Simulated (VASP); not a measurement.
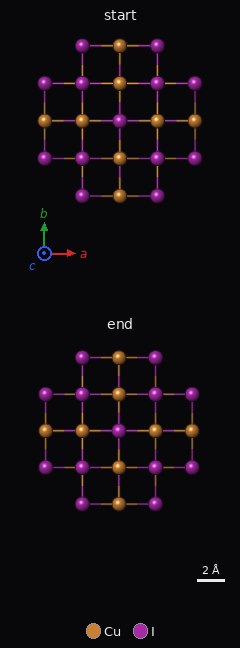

The structure of solid CuI (built on the rocksalt type) before (top) and after (bottom) a relaxation, at one scale.

A ball-and-stick model of the conventional cell (4 times the calculation's cell), seen along the c axis. Lengths and directions refer to the drawn axes.

Method: DFT, PBEsol, plane waves, PAW in VASP 6.6.1.

Input file:
```
--- INCAR
ENCUT = 600.000000
SIGMA = 0.020000
EDIFF = 1.00e-07
EDIFFG = -5.00e-03
GGA = PS
PREC = Accurate
IBRION = 2
ISIF = 3
ISMEAR = -1
NBANDS = 16
NELM = 120
NSW = 40
LASPH = .TRUE.
LCHARG = .FALSE.
LWAVE = .FALSE.
LREAL = .FALSE.

--- KPOINTS
KPOINTS created by Atomic Simulation Environment
0
Gamma
8 8 8
0 0 0

--- POSCAR
Cu I
 1.0000000000000000
    -0.0000000000000000    2.8701631135889922    2.8701631135889922
     2.8701631135889922   -0.0000000000000000    2.8701631135889922
     2.8701631135889922    2.8701631135889922   -0.0000000000000000
 Cu  I
   1   1
Cartesian
  0.0000000000000000 -0.0000000000000000 -0.0000000000000000
  2.8701631135889922  2.8701631135889922  2.8701631135889922
```

### Summarise the run.

No atom moves by more than 0.005 Å relative to the cell. The volume changes by −7.3 %, with a = b = c 5.740 → 5.596 Å (−2.5 %). Near-neighbour distances that change, for instance: Cu1–I2 2.870 → 2.798 Å. The space group stays Fm-3m (No. 225).
